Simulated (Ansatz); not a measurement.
# Geometry relaxation of InP (part 1 of 2)

InP (2 atoms in the cell), computed with DFT r2SCAN, scalar-relativistic, plane waves, PAW, no spin polarisation (Ansatz 0.2.0).

The structure derives from an entry of the Crystallography Open Database.

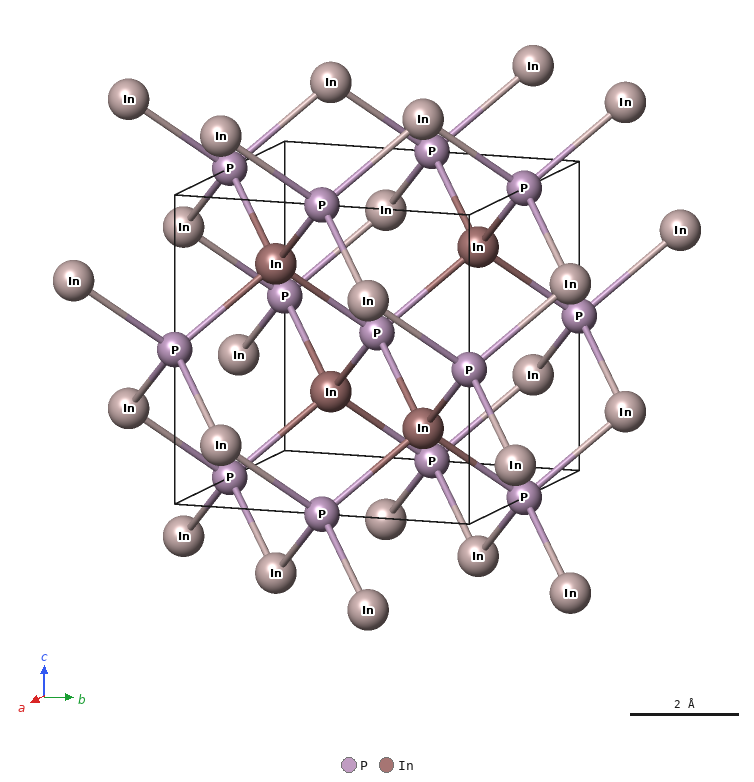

The input geometry (ball-and-stick view of the cell 4 times as large as that of the calculation, set on its symmetry axes, seen slightly off an axis; neighbours outside the cell are drawn fainter). An atom can appear more than once, as a periodic image.

### Input file
```yaml
crystal:
  lattice:
    - [0.0, -2.9305, -2.9305]
    - [2.9305, 0.0, -2.9305]
    - [2.9305, -2.9305, 0.0]
  atoms:
    - { symbol: P, position: [0.5, 0.5, 0.5] }
    - { symbol: In, position: [0.75, 0.75, 0.75] }
basis:
  ecutwfc: 500
kpoints:
  mp_grid: { grid: [8, 8, 8] }
hamiltonian:
  xc: r2scan
scf:
  occupations: { method: gaussian, width: 0.02 }
output:
  forces: true
  stress: true
  eigenvalues: true
  write_density: true
  write_potential: true
  elf: true
  volumetric_format: npy
relax:
  adjacent_minimum: "off"
  f_tol: 0.005
  max_steps: 80
  cell: { stress_tol: 0.05 }
```

Hardware: 4 threads of Arm Neoverse V1, 24 GiB of memory available, shared host.

Run as:
```bash
ansatz run input.yaml --threads 4 --pin off --max-ram 10240MiB --backend cpu --events-out ev --progress --plain --runs-dir out
```

### Log
```
Engine: ansatz 0.2.0, aarch64-unknown-linux-gnu
Pseudopotentials: kind: paw
Pseudopotential: P, paw, valence charge 5, recommended cutoff 500 eV (meta_gga), P.paw.azcp
Pseudopotential: In, paw, valence charge 13, recommended cutoff 500 eV (meta_gga), In.paw.azcp
Functional definition: r2SCAN
  parameter k0 = 0.174
  parameter k1 = 0.065
  parameter a1 = 4.9479
  exchange = r2scan_x(k0 = k0, k1 = k1, a1 = a1)
  correlation = r2scan_c
Crystal: 2 atoms, lattice volume = 50.333 Å³
Basis set: ecut = 500 eV, 1243 PW (Γ), exchange–correlation on 128×128×128 points (64 copies of the dense FFT grid, shifted against one another)
Bands: 13, of which v1, the nominal top of the filled ones, is band 9 counted from 1 (8 counted from 0)
Symmetry: 24 space group operations
Space group: F-43m (ITA 216), of the structure as read, at distance tolerance 3.7e-5 Å
k-points: 29 of 512 (time reversal used)
Non-local potential: P, projectors of the file, l = 0: 2, l = 1: 2, l = 2: 2
Non-local potential: In, projectors of the file, l = 0: 2, l = 1: 2, l = 2: 2, l = 3: 2
PAW form: soft (Blöchl's): semilocal exchange-correlation on the pseudo side does not see the compensation charge
PAW frozen core: P, regenerated for the run's functional (the file was generated under x = pbe(κ = 0.804, μ = 0.2195149727645171), c = pbe(β = 0.06672455060314922))
PAW frozen core: In, regenerated for the run's functional (the file was generated under x = pbe(κ = 0.804, μ = 0.2195149727645171), c = pbe(β = 0.06672455060314922))
PAW one-centre angular grid: P, 302 points (default); XC on 160 Gauss nodes
PAW one-centre angular grid: In, 590 points (default); XC on 289 of its mesh's 2783 points in the sphere
Initial density: superposition of atomic densities (neutral atoms: chi_scale 0, normalization atom), corrected by the library's trained network
Initial wavefunctions: pseudopotential atomic-orbital guess
Functional: x = r2scan, c = r2scan; τ floored in thin density (d = 2e-4 eV/Å³)
SCF iter   1: F=—  HF=-6371.724090 eV  |F-HF|=—  |Δ(HF+E_count)|=         —  Δρ=6.93e-3  dr2=1.85e-2  dr2_τ=1.12e-2  ethr=1.77e-3  ⟨swp⟩=6.3  Hψ=2605  notcnv=0
preconditioner: auto → none  [insulator: Δε(μ)=1.105 eV  Ē_g=15.567 eV  σ=0.020 eV  W_gap=1.00  n_scr=14 (ndim 8)  ℏωp=22.2 eV  f_vac=0.019  D(μ)=0.00/eV (n_scr^D=0)  ε∞_Penn≈3.0]
SCF iter   2: F=—  HF=-6371.731843 eV  |F-HF|=—  |Δ(HF+E_count)|=   7.75e-3  Δρ=1.83e-3  dr2=1.98e-3  dr2_τ=1.15e-4  ethr=1.03e-4  ⟨swp⟩=3.0  Hψ=1090  notcnv=0
SCF iter   3: F=—  HF=-6371.731812 eV  |F-HF|=—  |Δ(HF+E_count)|=   3.06e-5  Δρ=1.10e-3  dr2=3.59e-4  dr2_τ=1.05e-5  ethr=1.10e-5  ⟨swp⟩=3.0  Hψ=757  notcnv=0
SCF iter   4: F=—  HF=-6371.731907 eV  |F-HF|=—  |Δ(HF+E_count)|=   9.51e-5  Δρ=3.62e-4  dr2=3.96e-5  dr2_τ=7.39e-7  ethr=2.00e-6  ⟨swp⟩=1.7  Hψ=429  notcnv=0
SCF iter   5: F=—  HF=-6371.731918 eV  |F-HF|=—  |Δ(HF+E_count)|=   1.03e-5  Δρ=5.20e-5  dr2=7.96e-7  dr2_τ=2.52e-8  ethr=2.20e-7  ⟨swp⟩=2.3  Hψ=627  notcnv=0
SCF iter   6: F=-6371.731918 eV  HF=-6371.731918 eV  |F-HF|=1.04e-8  |Δ(HF+E_count)|=   2.57e-7  Δρ=8.83e-6  dr2=2.46e-8  dr2_τ=1.04e-9  ethr=5.56e-10  ⟨swp⟩=12.0  Hψ=3027  notcnv=0
SCF 1 converged in 6 iterations: F = -6371.731918 eV  dr2 = 2.46e-8
  greatest PAW one-centre occupation: 0.981 electrons in one spin orbital (limit 2), on the In atom at site 1 (counted from 0), in its partial waves of l = 2
relax step   1: F+E_penalty+E_count = -6371.73191786 eV  Δ(F+E_penalty+E_count) = +0.000e0 eV  max|allowed force component| = 2.498e-16 eV/Å  Δτ_max = 0.0000 Å  P = +1.684 GPa  Ω = 50.333 Å³  (6 SCF iters, dr2 threshold 1.00e-7 eV, accepted)
Crystal: 2 atoms, lattice volume = 51.771 Å³
Basis set: ecut = 500 eV, 1363 PW (Γ), exchange–correlation on 128×128×128 points (64 copies of the dense FFT grid, shifted against one another)
Initial density: handed on by an earlier stage of this run
Initial wavefunctions: those handed on with the density
iter 1 solved again at ethr=3.64e-6 eV; its pass at ethr=3.10e-3 eV (dr2=6.55e-4 eV) is discarded
SCF iter   1: F=—  HF=-6371.725486 eV  |F-HF|=—  |Δ(HF+E_count)|=         —  Δρ=8.51e-4  dr2=6.27e-4  dr2_τ=4.21e-3  ethr=3.64e-6  ⟨swp⟩=2.0  Hψ=2964  notcnv=0
preconditioner: auto → none  [insulator: Δε(μ)=1.030 eV  Ē_g=15.351 eV  σ=0.020 eV  W_gap=1.00  n_scr=14 (ndim 8)  ℏωp=21.9 eV  f_vac=0.021  D(μ)=0.00/eV (n_scr^D=0)  ε∞_Penn≈3.0]
SCF iter   2: F=—  HF=-6371.737712 eV  |F-HF|=—  |Δ(HF+E_count)|=   1.22e-2  Δρ=7.49e-4  dr2=4.68e-4  dr2_τ=4.50e-6  ethr=3.48e-6  ⟨swp⟩=3.0  Hψ=854  notcnv=0
SCF iter   3: F=—  HF=-6371.737659 eV  |F-HF|=—  |Δ(HF+E_count)|=   5.32e-5  Δρ=3.21e-4  dr2=7.24e-5  dr2_τ=2.81e-6  ethr=2.60e-6  ⟨swp⟩=2.0  Hψ=504  notcnv=0
SCF iter   4: F=—  HF=-6371.737640 eV  |F-HF|=—  |Δ(HF+E_count)|=   1.92e-5  Δρ=8.42e-5  dr2=3.47e-6  dr2_τ=5.73e-8  ethr=4.02e-7  ⟨swp⟩=2.8  Hψ=626  notcnv=0
SCF iter   5: F=—  HF=-6371.737640 eV  |F-HF|=—  |Δ(HF+E_count)|=   1.77e-7  Δρ=3.68e-5  dr2=1.05e-6  dr2_τ=9.88e-9  ethr=1.93e-8  ⟨swp⟩=2.1  Hψ=609  notcnv=0
SCF iter   6: F=-6371.737639 eV  HF=-6371.737639 eV  |F-HF|=9.20e-8  |Δ(HF+E_count)|=   2.67e-7  Δρ=1.15e-5  dr2=1.32e-7  dr2_τ=1.41e-9  ethr=1.11e-9  ⟨swp⟩=9.9  Hψ=3310  notcnv=0
SCF 2 converged in 6 iterations: F = -6371.737639 eV  dr2 = 1.32e-7
relax step   2: F+E_penalty+E_count = -6371.73763921 eV  Δ(F+E_penalty+E_count) = -5.721e-3 eV  max|allowed force component| = 8.789e-17 eV/Å  Δτ_max = 0.0000 Å  P = -0.327 GPa  Ω = 51.771 Å³  energy of the carried Pulay correction = -1.347e-4 eV  (6 SCF iters, dr2 threshold 2.00e-7 eV, accepted)
Crystal: 2 atoms, lattice volume = 51.531 Å³
Basis set: ecut = 500 eV, 1291 PW (Γ), exchange–correlation on 128×128×128 points (64 copies of the dense FFT grid, shifted against one another)
iter 1 solved again at ethr=9.73e-8 eV; its pass at ethr=3.10e-3 eV (dr2=1.75e-5 eV) is discarded
SCF iter   1: F=—  HF=-6371.737585 eV  |F-HF|=—  |Δ(HF+E_count)|=         —  Δρ=1.39e-4  dr2=1.73e-5  dr2_τ=1.11e-4  ethr=9.73e-8  ⟨swp⟩=3.1  Hψ=2841  notcnv=0
preconditioner: auto → none  [insulator: Δε(μ)=1.022 eV  Ē_g=15.377 eV  σ=0.020 eV  W_gap=1.00  n_scr=14 (ndim 8)  ℏωp=21.9 eV  f_vac=0.016  D(μ)=0.00/eV (n_scr^D=0)  ε∞_Penn≈3.0]
SCF iter   2: F=—  HF=-6371.737918 eV  |F-HF|=—  |Δ(HF+E_count)|=   3.33e-4  Δρ=1.19e-4  dr2=1.15e-5  dr2_τ=8.99e-8  ethr=9.63e-8  ⟨swp⟩=2.0  Hψ=675  notcnv=0
SCF iter   3: F=—  HF=-6371.737917 eV  |F-HF|=—  |Δ(HF+E_count)|=   8.73e-7  Δρ=5.43e-5  dr2=2.24e-6  dr2_τ=8.32e-8  ethr=6.39e-8  ⟨swp⟩=2.0  Hψ=490  notcnv=0
SCF iter   4: F=-6371.737916 eV  HF=-6371.737916 eV  |F-HF|=4.19e-8  |Δ(HF+E_count)|=   5.79e-7  Δρ=1.41e-5  dr2=1.01e-7  dr2_τ=1.42e-9  ethr=1.11e-9  ⟨swp⟩=11.3  Hψ=3491  notcnv=0
SCF 3 converged in 4 iterations: F = -6371.737916 eV  dr2 = 1.01e-7
  Residual-converged pass: ⟨swp⟩=1.1  Hψ=498  notcnv=0  max |occ|·‖R‖ = 6.9e-9 eV (tolerance 1.0e-8 eV)  dr2=1.01e-7  dr2_τ=1.42e-9  dr2_onsite=7.40e-9  max |Δocc| = 6.3e-295
relax step   3: F+E_penalty+E_count = -6371.73791614 eV  Δ(F+E_penalty+E_count) = -2.769e-4 eV  max|allowed force component| = 1.342e-16 eV/Å  Δτ_max = 0.0000 Å  P = -0.013 GPa  Ω = 51.531 Å³  energy of the carried Pulay correction = -1.126e-4 eV  (4 SCF iters, dr2 threshold 2.00e-7 eV, accepted)
Initial wavefunctions: pseudopotential atomic-orbital guess (no wavefunctions were taken with the density)
iter 1 solved again at ethr=1.03e-6 eV; its pass at ethr=3.10e-3 eV (dr2=1.86e-4 eV) is discarded
SCF iter   1: F=—  HF=-6371.738029 eV  |F-HF|=—  |Δ(HF+E_count)|=         —  Δρ=2.61e-5  dr2=1.59e-7  dr2_τ=1.18e-7  ethr=1.03e-6  ⟨swp⟩=3.2  Hψ=3592  notcnv=0
eigensolver tolerance schedule: the retry pair's looser diagonalisation over-reported the residual by 1166.08 of it (diagonalisation noise at 0.64 of the residual, at the tolerance the schedule requests for it); recorded, not acted on — ethr = c·dr2/N_el stays at c = 1.0e-1
preconditioner: auto → none  [insulator: Δε(μ)=1.027 eV  Ē_g=15.376 eV  σ=0.020 eV  W_gap=1.00  n_scr=14 (ndim 8)  ℏωp=21.9 eV  f_vac=0.016  D(μ)=0.00/eV (n_scr^D=0)  ε∞_Penn≈3.0]
SCF iter   2: F=—  HF=-6371.738031 eV  |F-HF|=—  |Δ(HF+E_count)|=   1.90e-6  Δρ=9.66e-6  dr2=1.09e-8  dr2_τ=4.31e-9  ethr=8.86e-10  ⟨swp⟩=2.7  Hψ=685  notcnv=0
SCF iter   3: F=—  HF=-6371.738031 eV  |F-HF|=—  |Δ(HF+E_count)|=   4.05e-8  Δρ=4.40e-6  dr2=2.00e-9  dr2_τ=9.67e-10  ethr=6.08e-11  ⟨swp⟩=2.6  Hψ=613  notcnv=0
SCF iter   4: F=-6371.738031 eV  HF=-6371.738031 eV  |F-HF|=6.37e-12  |Δ(HF+E_count)|=   1.10e-8  Δρ=2.57e-7  dr2=1.66e-11  dr2_τ=1.57e-12  ethr=1.00e-12  ⟨swp⟩=6.9  Hψ=2517  notcnv=0
SCF 4 converged in 4 iterations: F = -6371.738031 eV  dr2 = 1.66e-11
relax step   4: F+E_penalty+E_count = -6371.73803090 eV  Δ(F+E_penalty+E_count) = -1.148e-4 eV  max|allowed force component| = 6.939e-17 eV/Å  Δτ_max = 0.0000 Å  P = -0.011 GPa  Ω = 51.531 Å³  stress off target by 1.13e-2 GPa  SCF on the basis re-selected at this cell (its energy is not comparable with the rows above)  (4 SCF iters)
```

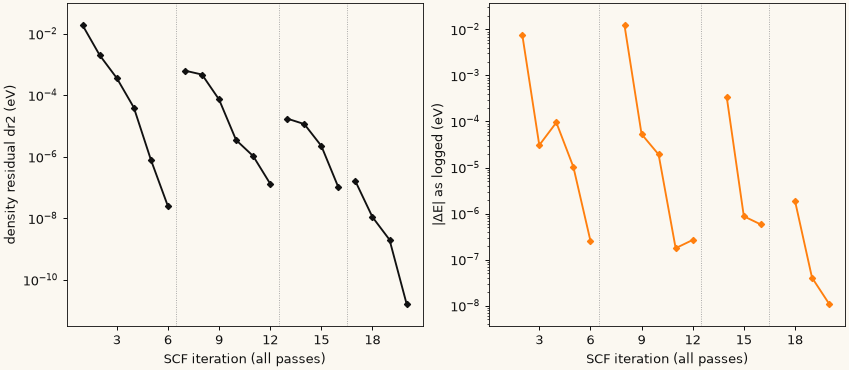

Convergence of the self-consistent field: density residual dr2 and size of the energy change against the SCF iteration. The dotted lines part the SCF passes of the relaxation: geometry steps, rejected trials and re-solves on a re-selected basis. The passes take 6, 6, 4 and 4 iterations.

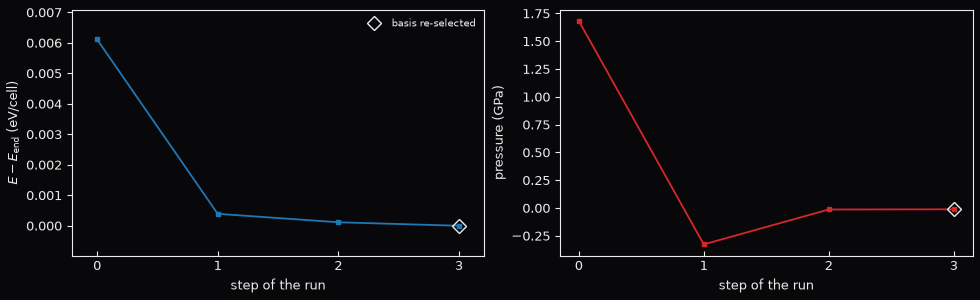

Progress of the relaxation, step by step (the first geometry is step 0 here and step 1 in the log).
